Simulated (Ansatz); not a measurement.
Geometry relaxation of Si8O15 (part 2 of 2)

The same run, continued: Si8O15 (defect cell, 23 atoms in the cell); DFT PBE-D3(BJ), scalar-relativistic, plane waves, PAW, PAW set soft_1, no spin polarisation (Ansatz 0.2.0); cutoff 420 eV, 2×2×2 k-mesh, Fermi–Dirac smearing of 0.05 eV. The structure derives from an entry of the Crystallography Open Database. It belongs to a series of runs on one base structure; here: end point B relaxed.

Geometry of the input (Å; fractional positions):
```
0.0000  5.0462  4.4946
4.0970  0.0000  4.4946
4.0970  5.0462  0.0000
Si 0.2011  0.0489  0.9511
Si 0.2989  0.4511  0.0489
Si 0.7989  0.9511  0.0489
Si 0.2011  0.0489  0.4511
O  0.5952  0.4862  -0.2197
O  0.2638  0.1547  0.6117
O  0.3617  0.7198  0.5139
O  0.4698  0.1116  0.1547
O  0.0952  0.9861  0.2802
O  0.2362  0.3452  0.8883
O  0.1384  0.7802  0.9861
O  0.0302  0.3883  0.3453
Si 0.7011  0.5489  0.4511
Si 0.7989  0.9511  0.5489
Si 0.2989  0.4511  0.5489
Si 0.7011  0.5489  0.9511
O  0.9047  0.0139  0.7197
O  0.7639  0.6548  0.1117
O  0.8617  0.2198  0.0138
O  0.9698  0.6116  0.6548
O  0.7361  0.8452  0.3884
O  0.6383  0.2802  0.4862
O  0.5302  0.8883  0.8452
```

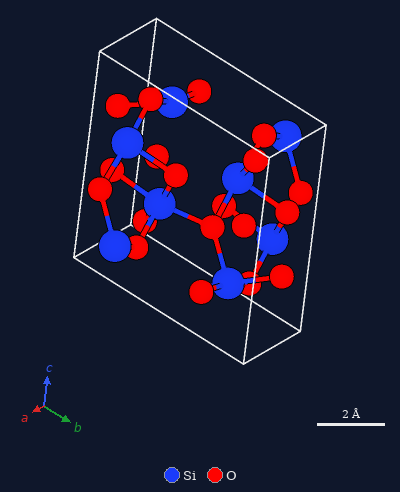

The geometry at step 4 of the log (ball-and-stick view of the reduced cell, seen slightly off an axis).

### What the program printed, continued
```
--- Forces (eV/Å), atoms counted from 1 ---
  atom   1  Si    -0.00597460     0.00361185    -0.00093114
  atom   2  Si    -0.00258118    -0.02168699    -0.02018177
  atom   3  Si     0.00305211     0.00018942    -0.00045223
  atom   4  Si    -0.00448958     0.00783899    -0.00719602
  atom   5  O      0.01704807     0.01076662    -0.01613289
  atom   6  O      0.00539708     0.00248285     0.00070183
  atom   7  O      0.00342834    -0.00305744    -0.00645585
  atom   8  O      0.00570732    -0.00818370     0.01611542
  atom   9  O      0.00167726     0.00282844     0.00822307
  atom  10  O      0.00287929     0.01010530    -0.00384204
  atom  11  O     -0.00231659     0.00559267     0.00076548
  atom  12  O     -0.00271189    -0.00202251     0.00643386
  atom  13  Si    -0.00296042    -0.00861243     0.00978662
  atom  14  Si    -0.00901329    -0.00293303     0.00018807
  atom  15  Si    -0.01188940    -0.01472609     0.00204341
  atom  16  Si    -0.01021897     0.01647508     0.02561856
  atom  17  O      0.00409987     0.00440524     0.00023051
  atom  18  O     -0.00236366    -0.00131236    -0.00222156
  atom  19  O     -0.00236750    -0.00077503     0.00085357
  atom  20  O      0.00410754     0.00009524    -0.00272281
  atom  21  O     -0.00263194     0.00079397    -0.00227775
  atom  22  O      0.00370521    -0.00373096    -0.00787337
  atom  23  O      0.00838551     0.00185269    -0.00066793
  max |Σ_I F_I| component: 3.14e-5 eV/Å
--- Band table (eV; the first three rows and the last of 8) ---
  k-point 0: bands = ["-12.0776", "-9.7707", "-9.7618", "-9.7114", "-9.5636", "-9.3838", "-9.1686", "-8.9510", "-8.7662", "-8.7551", "-8.7307", "-8.6118", "-8.1785", "-7.9793", "-7.8216", "-0.3898", "0.5286", "0.9617", "1.4321", "1.4582", "1.7192", "1.7700", "2.1589", "2.7217", "3.1159", "3.3421", "3.5579", "3.6699", "3.7951", "4.0900", "4.3944", "4.6438", "4.7197", "4.7790", "4.9043", "4.9689", "5.3054", "5.4120", "5.5703", "6.0095", "6.2592", "6.4805", "6.7518", "6.7691", "6.8970", "7.0600", "7.1684", "7.3027", "7.3420", "7.4222", "7.7230", "7.8651", "8.3362", "8.6396", "8.6474", "8.7525", "8.8186", "9.2700", "9.2861", "9.5218", "10.5964", "14.8677", "15.8687", "16.1025", "17.4929", "17.9741", "18.2607", "18.3726", "18.5356", "19.0588", "19.1560", "20.0743", "20.2203", "20.3842", "20.9942", "21.1299", "21.2999", "21.5451", "21.8078", "22.0025", "22.2454", "22.4912", "22.5421", "22.6460"]
  k-point 1: bands = ["-11.3221", "-11.2585", "-10.0408", "-9.8603", "-9.5759", "-9.3495", "-8.9694", "-8.8736", "-8.7705", "-8.4886", "-8.2382", "-8.1417", "-8.1199", "-8.0414", "-7.9524", "-0.0815", "0.2795", "0.4266", "0.8668", "1.5436", "1.6857", "2.2672", "2.5681", "2.7996", "2.9139", "3.0050", "3.3178", "3.4235", "3.7909", "3.9456", "4.2809", "4.5467", "4.9062", "4.9806", "5.1372", "5.2571", "5.5692", "5.6474", "5.7928", "6.0064", "6.3248", "6.4167", "6.6617", "6.6884", "6.7600", "6.8435", "6.9503", "7.0804", "7.2007", "7.8610", "7.8917", "7.9547", "8.1831", "8.3602", "8.5806", "8.9531", "9.0687", "9.1438", "9.2050", "9.3267", "11.2270", "14.4264", "16.0548", "17.0809", "17.3705", "17.7933", "18.3413", "18.5041", "19.0390", "19.2729", "19.5957", "19.8624", "19.9636", "20.1223", "20.4229", "20.6535", "20.9883", "21.3706", "21.6253", "21.7187", "21.8714", "22.0128", "22.1346", "22.3791"]
  k-point 2: bands = ["-11.4219", "-11.0986", "-10.0375", "-9.9281", "-9.5778", "-9.4531", "-8.9558", "-8.7947", "-8.7548", "-8.5591", "-8.2847", "-8.1993", "-8.0535", "-7.9639", "-7.9091", "0.1572", "0.3806", "0.4844", "0.7453", "1.1751", "1.8144", "2.2881", "2.3281", "2.5681", "2.7077", "3.0557", "3.2421", "3.6131", "3.7930", "4.0134", "4.4799", "4.5409", "4.9613", "5.0414", "5.1431", "5.4108", "5.5727", "5.6838", "5.7880", "6.1133", "6.2626", "6.3945", "6.4939", "6.6480", "6.7853", "6.8538", "6.8862", "7.2736", "7.3845", "7.8048", "7.9376", "7.9955", "8.1527", "8.3524", "8.5400", "8.8327", "8.9569", "9.1480", "9.2787", "9.3005", "11.0908", "15.0027", "15.5253", "17.0276", "17.2995", "18.1853", "18.4714", "18.6486", "19.0344", "19.1080", "19.3958", "19.6054", "19.9780", "20.2558", "20.3410", "20.5557", "20.9558", "21.2264", "21.4557", "21.7485", "21.8594", "22.0587", "22.1415", "22.4359"]
  k-point 7: bands = ["-11.4127", "-11.1500", "-10.0196", "-9.8255", "-9.5953", "-9.4206", "-8.9976", "-8.8409", "-8.7449", "-8.5345", "-8.3018", "-8.1749", "-8.1434", "-7.9608", "-7.8851", "0.1415", "0.3296", "0.4592", "0.6950", "1.5222", "1.7985", "2.1824", "2.4050", "2.5596", "2.8127", "3.0197", "3.2723", "3.6977", "3.9270", "4.0465", "4.0959", "4.5326", "4.7787", "4.8221", "5.1367", "5.1460", "5.6556", "5.7031", "5.9742", "6.2223", "6.3379", "6.3659", "6.6120", "6.6843", "6.8139", "6.8620", "6.8975", "7.2430", "7.3312", "7.7744", "7.9503", "8.0906", "8.1525", "8.2657", "8.3600", "8.8928", "8.9962", "9.1834", "9.2893", "9.3272", "11.1758", "14.7985", "15.6757", "17.1300", "17.5600", "18.0948", "18.2309", "18.5837", "18.8821", "19.1631", "19.4400", "19.8077", "19.9379", "20.1182", "20.4604", "20.5520", "20.7425", "21.0862", "21.4350", "21.6958", "21.8785", "22.0534", "22.3783", "22.5696"]
--- Relaxed structure (6 steps of the walk, 6 accepted, 0 SCFs on fresh bases) ---
  F+E_penalty+E_count = -13621.12570662 eV   max|allowed force component| = 2.562e-2 eV/Å
  atoms:
    - { symbol: Si, position: [0.20101820583475574, 0.052368064503275275, 0.9506381876676042] }
    - { symbol: Si, position: [0.301441813553663, 0.4509664391662353, 0.04319739929142136] }
    - { symbol: Si, position: [0.7996356231414188, 0.9515069483279757, 0.049899789266586114] }
    - { symbol: Si, position: [0.2007411157659959, 0.05015158364581279, 0.45108622041817564] }
    - { symbol: O, position: [0.5974299395842362, 0.4817152712689583, -0.21705432042453587] }
    - { symbol: O, position: [0.26718352506229237, 0.1523035724394556, 0.6142803064752076] }
    - { symbol: O, position: [0.36628009186926735, 0.715705010652058, 0.5139841872019116] }
    - { symbol: O, position: [0.46545377540218047, 0.1229386085043698, 0.15434665766287953] }
    - { symbol: O, position: [0.1015467371114227, 0.977814899773241, 0.28558069495611993] }
    - { symbol: O, position: [0.23387886266859836, 0.34855643780599643, 0.8811666714363955] }
    - { symbol: O, position: [0.13753435537465875, 0.7844464355357831, 0.9847634722908089] }
    - { symbol: O, position: [0.038496098005781854, 0.3849518141079422, 0.34477330822435603] }
    - { symbol: Si, position: [0.7020583831064312, 0.5486082107804638, 0.448294100878194] }
    - { symbol: Si, position: [0.7999260658944104, 0.946521369698775, 0.551549837938881] }
    - { symbol: Si, position: [0.300619118207084, 0.4547982618911045, 0.5352716144594923] }
    - { symbol: Si, position: [0.6859743636237555, 0.5473367710994005, 0.9643015931989883] }
    - { symbol: O, position: [0.9032057134961223, 0.016984214259527564, 0.7153193916965728] }
    - { symbol: O, position: [0.7667410468561211, 0.6543090488483025, 0.11647090623731837] }
    - { symbol: O, position: [0.8646235766258783, 0.21334957009903288, 0.01901229135732685] }
    - { symbol: O, position: [0.9593986367119447, 0.6157993242849216, 0.6564571181689529] }
    - { symbol: O, position: [0.7328012458594682, 0.8465252623172934, 0.385277095417075] }
    - { symbol: O, position: [0.6377177757515629, 0.2833462868303434, 0.47979139012720723] }
    - { symbol: O, position: [0.531543930492951, 0.8851465941597321, 0.851842086053062] }
```

### Trajectory as extended XYZ (Å, eV, eV/Å), 6 frames, from step=1 to step=6
```
23
Lattice="0.0000 5.0462 4.4946 4.0970 0.0000 4.4946 4.0970 5.0462 0.0000" Properties=species:S:1:pos:R:3:forces:R:3 step=1 energy=-13620.75314
Si    4.0970    5.8142    1.1237   -0.0338  -0.2375   0.0561
Si    2.0485    1.7551    3.3710    0.0600   0.8455   0.6271
Si    4.0970    4.2782    7.8655    0.1256   0.3409   0.0354
Si    2.0485    3.2911    1.1237    0.0945  -0.3496   0.0583
O     1.0914    1.8948    4.8605   -0.0474   0.3756  -0.0146
O     3.1399    4.4179    1.8814    0.3439   0.7573   0.0303
O     5.0541    4.4179    4.8605   -0.5469   0.6302  -0.0580
O     1.0914    3.1514    2.6132    0.8900  -0.6930   0.0612
O     5.1884    1.8948    4.8605    0.2711   0.9724  -0.2258
O     5.0541    5.6745    2.6132   -0.5556  -0.8120  -0.1914
O     7.2369    5.6745    4.1287    0.5660  -0.5837   0.2368
O     3.0056    1.8948    1.8814   -0.5862   0.8820   0.1912
Si    4.0970    5.8142    5.6182   -0.0207  -0.4183   0.0202
Si    6.1455    6.8013    7.8655   -0.0686   0.3728  -0.0895
Si    4.0970    4.2782    3.3710   -0.7013  -0.4333   0.4647
Si    6.1455    8.3373    5.6182    0.3999  -0.7309  -1.2423
O     3.0056    8.1976    4.1287   -0.5487  -0.7878   0.1881
O     3.1399    4.4179    6.3760    0.6899   0.9110   0.2298
O     0.9571    4.4179    4.8605   -0.5408   0.8297  -0.3463
O     5.1884    8.1976    7.1078    0.7159  -0.9247  -0.2111
O     5.0541    5.6745    7.1078   -0.5425  -0.8224  -0.1537
O     3.1399    5.6745    4.1287    0.3604  -0.7955   0.1892
O     7.1026    6.9410    6.3760   -0.3248   0.6709   0.1446
23
Lattice="0.0000 5.0462 4.4946 4.0970 0.0000 4.4946 4.0970 5.0462 0.0000" Properties=species:S:1:pos:R:3:forces:R:3 step=2 energy=-13620.98800
Si    4.1050    5.8276    1.1288    0.0325  -0.3184   0.1520
Si    2.0503    1.7515    3.3897   -0.1188   0.5453   0.2479
Si    4.0968    4.2683    7.8673    0.0849   0.3603   0.0067
Si    2.0487    3.3030    1.1257    0.0784  -0.3879  -0.0039
O     1.0781    1.9072    4.8625    0.1073   0.2342  -0.1484
O     3.1465    4.4344    1.8791    0.1562   0.4017   0.0414
O     5.0378    4.4249    4.8637   -0.1845   0.3675  -0.0854
O     1.1140    3.1455    2.6262    0.4956  -0.4905   0.0799
O     5.1871    1.9208    4.8531    0.0988   0.5590  -0.0656
O     5.0477    5.6583    2.6264   -0.2894  -0.4301  -0.2971
O     7.2470    5.6636    4.1390    0.1895  -0.2615   0.1025
O     2.9953    1.9130    1.8928   -0.3200   0.5150   0.0890
Si    4.0849    5.8210    5.6205   -0.0098  -0.4773   0.0315
Si    6.1444    6.7889    7.8593   -0.0859   0.4954  -0.1519
Si    4.0905    4.2486    3.3714   -0.3594  -0.1482   0.3093
Si    6.1607    8.3453    5.5858    0.2390  -0.6474  -0.6545
O     2.9991    8.1795    4.1303   -0.2530  -0.4156   0.1376
O     3.1469    4.4280    6.3758    0.4371   0.6856   0.2104
O     0.9588    4.4405    4.8511   -0.3628   0.4409  -0.1889
O     5.2062    8.1803    7.0857    0.2491  -0.5477   0.1163
O     5.0444    5.6577    7.1037   -0.2826  -0.4705  -0.1022
O     3.1322    5.6455    4.1307    0.1611  -0.3378   0.1514
O     7.1030    6.9577    6.3732   -0.0633   0.3282   0.0221
23
Lattice="0.0000 5.0462 4.4946 4.0970 0.0000 4.4946 4.0970 5.0462 0.0000" Properties=species:S:1:pos:R:3:forces:R:3 step=3 energy=-13621.09817
Si    4.1102    5.8304    1.1348    0.0738  -0.3072   0.0899
Si    2.0439    1.7504    3.3961   -0.1506   0.0571  -0.1102
Si    4.0989    4.2680    7.8697    0.0062   0.2711  -0.0175
Si    2.0512    3.3064    1.1271    0.0634  -0.2816  -0.0428
O     1.0737    1.9161    4.8531    0.1265   0.1239  -0.0239
O     3.1495    4.4473    1.8836   -0.0585   0.0709  -0.0152
O     5.0350    4.4374    4.8621   -0.0225   0.1167  -0.0140
O     1.1354    3.1327    2.6381    0.0231  -0.1203   0.0977
O     5.1795    1.9507    4.8474   -0.0336   0.0437   0.0483
O     5.0423    5.6317    2.6217    0.0086   0.0566  -0.0700
O     7.2478    5.6558    4.1469    0.0134   0.0445   0.0045
O     2.9872    1.9335    1.9002   -0.0170   0.0886   0.0155
Si    4.0797    5.8217    5.6216   -0.0456  -0.3774   0.0367
Si    6.1414    6.7913    7.8526   -0.0949   0.3912  -0.0560
Si    4.0780    4.2240    3.3819   -0.0917   0.0736   0.0778
Si    6.1779    8.3410    5.5569    0.1118  -0.2564  -0.1070
O     2.9962    8.1647    4.1344    0.0193  -0.0691  -0.0032
O     3.1559    4.4523    6.3824    0.0404   0.0862   0.0590
O     0.9540    4.4569    4.8439   -0.0878   0.0679  -0.0272
O     5.2120    8.1557    7.0785    0.0786  -0.1498   0.0646
O     5.0392    5.6415    7.0982    0.0287  -0.0635   0.0064
O     3.1234    5.6276    4.1382    0.0582   0.0142   0.0244
O     7.1131    6.9744    6.3720   -0.0498   0.1193  -0.0375
23
Lattice="0.0000 5.0462 4.4946 4.0970 0.0000 4.4946 4.0970 5.0462 0.0000" Properties=species:S:1:pos:R:3:forces:R:3 step=4 energy=-13621.11841
Si    4.1117    5.8062    1.1436   -0.0665   0.1195  -0.1448
Si    2.0221    1.7429    3.3863   -0.0010  -0.1075  -0.0341
Si    4.1025    4.2897    7.8721    0.0171  -0.0116   0.0070
Si    2.0542    3.2854    1.1273   -0.0758   0.0138  -0.0320
O     1.0798    1.9163    4.8548    0.1214   0.0607  -0.1064
O     3.1350    4.4460    1.8819    0.1148   0.0030   0.0997
O     5.0413    4.4435    4.8603   -0.0950  -0.0285  -0.0194
O     1.1310    3.1274    2.6476    0.1153  -0.0369  -0.0359
O     5.1728    1.9554    4.8568    0.0882   0.0061  -0.1049
O     5.0358    5.6237    2.6173    0.0621   0.0290   0.0721
O     7.2530    5.6671    4.1460   -0.0655  -0.0249  -0.0523
O     2.9909    1.9326    1.9062   -0.0743   0.0484   0.0416
Si    4.0822    5.8034    5.6224    0.0214  -0.0028  -0.0552
Si    6.1347    6.8256    7.8460    0.0696  -0.0943   0.0595
Si    4.0569    4.2173    3.3903    0.0008   0.0684   0.0928
Si    6.2005    8.3277    5.5378   -0.0653  -0.0265   0.0688
O     3.0038    8.1648    4.1335   -0.0869   0.0534   0.0652
O     3.1574    4.4591    6.3883    0.0201  -0.0076  -0.0493
O     0.9501    4.4548    4.8465    0.0371   0.0411   0.0220
O     5.2176    8.1546    7.0760   -0.0939   0.0362   0.0474
O     5.0516    5.6425    7.0991   -0.1127  -0.0219  -0.0368
O     3.1190    5.6441    4.1372    0.1496  -0.1449   0.0604
O     7.1217    6.9811    6.3642   -0.0805   0.0283   0.0350
23
Lattice="0.0000 5.0462 4.4946 4.0970 0.0000 4.4946 4.0970 5.0462 0.0000" Properties=species:S:1:pos:R:3:forces:R:3 step=5 energy=-13621.12499
Si    4.1082    5.8136    1.1375    0.0124  -0.0331   0.0323
Si    2.0260    1.7397    3.3828   -0.0047   0.0009  -0.0396
Si    4.1034    4.2863    7.8710   -0.0129  -0.0061  -0.0029
Si    2.0529    3.2894    1.1286    0.0259   0.0072  -0.0015
O     1.0853    1.9201    4.8489   -0.0513  -0.0488   0.0487
O     3.1410    4.4487    1.8860   -0.0038   0.0008  -0.0276
O     5.0380    4.4401    4.8616    0.0063   0.0363   0.0314
O     1.1375    3.1282    2.6469   -0.0118   0.0006  -0.0328
O     5.1758    1.9543    4.8517    0.0110  -0.0120  -0.0007
O     5.0383    5.6280    2.6170    0.0063   0.0029   0.0014
O     7.2479    5.6638    4.1434    0.0174  -0.0170   0.0089
O     2.9896    1.9341    1.9043    0.0081  -0.0145  -0.0241
Si    4.0825    5.8021    5.6224    0.0140   0.0333  -0.0270
Si    6.1370    6.8206    7.8500    0.0134  -0.0179   0.0004
Si    4.0589    4.2211    3.3933   -0.0342  -0.0335   0.0030
Si    6.1909    8.3253    5.5419    0.0251   0.0468   0.0247
O     3.0008    8.1675    4.1367   -0.0104  -0.0118  -0.0001
O     3.1571    4.4548    6.3862    0.0222   0.0198   0.0261
O     0.9521    4.4596    4.8447   -0.0178   0.0076   0.0080
O     5.2118    8.1542    7.0809    0.0194  -0.0112  -0.0313
O     5.0465    5.6416    7.0978   -0.0044   0.0056   0.0026
O     3.1270    5.6367    4.1394   -0.0165   0.0476   0.0031
O     7.1170    6.9815    6.3685   -0.0138  -0.0035  -0.0031
23
Lattice="0.0000 5.0462 4.4946 4.0970 0.0000 4.4946 4.0970 5.0462 0.0000" Properties=species:S:1:pos:R:3:forces:R:3 step=6 energy=-13621.12571
Si    4.1093    5.8115    1.1389   -0.0060   0.0036  -0.0009
Si    2.0246    1.7391    3.3818   -0.0026  -0.0217  -0.0202
Si    4.1028    4.2869    7.8707    0.0031   0.0002  -0.0005
Si    2.0536    3.2893    1.1277   -0.0045   0.0078  -0.0072
O     1.0843    1.9195    4.8503    0.0170   0.0108  -0.0161
O     3.1407    4.4480    1.8854    0.0054   0.0025   0.0007
O     5.0380    4.4420    4.8631    0.0034  -0.0031  -0.0065
O     1.1360    3.1276    2.6446    0.0057  -0.0082   0.0161
O     5.1761    1.9535    4.8513    0.0017   0.0028   0.0082
O     5.0382    5.6267    2.6178    0.0029   0.0101  -0.0038
O     7.2485    5.6633    4.1439   -0.0023   0.0056   0.0008
O     2.9897    1.9341    1.9032   -0.0027  -0.0020   0.0064
Si    4.0843    5.8049    5.6212   -0.0030  -0.0086   0.0098
Si    6.1376    6.8198    7.8496   -0.0090  -0.0029   0.0002
Si    4.0563    4.2181    3.3953   -0.0119  -0.0147   0.0020
Si    6.1932    8.3276    5.5432   -0.0102   0.0165   0.0256
O     3.0002    8.1674    4.1359    0.0041   0.0044   0.0002
O     3.1579    4.4569    6.3871   -0.0024  -0.0013  -0.0022
O     0.9520    4.4590    4.8451   -0.0024  -0.0008   0.0009
O     5.2124    8.1539    7.0799    0.0041   0.0001  -0.0027
O     5.0467    5.6420    7.0984   -0.0026   0.0008  -0.0023
O     3.1266    5.6392    4.1398    0.0037  -0.0037  -0.0079
O     7.1164    6.9808    6.3675    0.0084   0.0019  -0.0007
```

### Results in brief

```json
{"quantity": "outcome", "value": "converged"}
{"quantity": "electrons treated", "value": "122"}
{"quantity": "free energy", "value": "−13621.1257 eV"}
{"quantity": "Fermi energy", "value": "12.871 eV"}
{"quantity": "gap on the k-point mesh", "value": "3.13 eV"}
{"quantity": "final volume", "value": "185.85 Å³"}
{"quantity": "largest force (length of the vector) at the end", "value": "0.032 eV/Å"}
{"quantity": "hardware", "value": "1 thread of Intel Xeon (Granite Rapids), 32 GiB of memory available, shared host"}
{"quantity": "wall time", "value": "21 s"}
{"quantity": "peak memory", "value": "0.53 GiB"}
```
